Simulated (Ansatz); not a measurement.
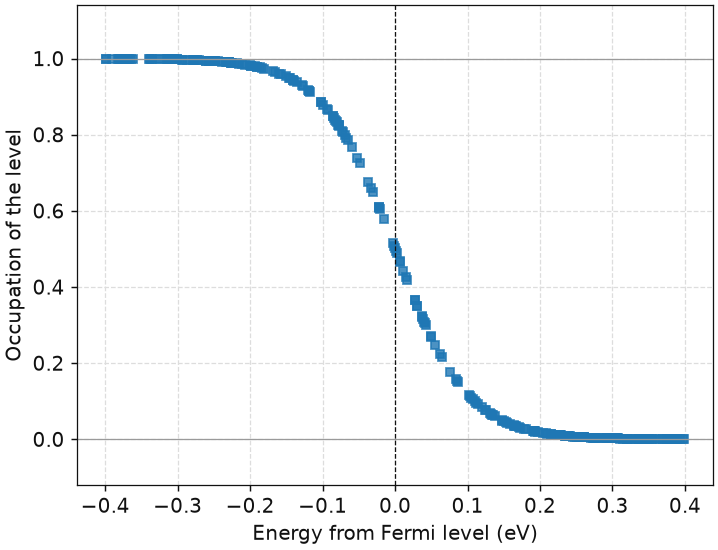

Occupations of the one-electron levels of the k mesh against their energy, from a run on Sb, space group I4/mmm, 1 atom in the cell, with Ansatz.

Q: Which smearing scheme was used (Fermi-Dirac, Gaussian, Methfessel-Paxton or cold), and about what width?

A: Fermi-Dirac smearing with a width of 0.05 eV. The occupations stay between 0 and 1 and have long exponential tails; the slope at the Fermi level is 1/(4 × width).
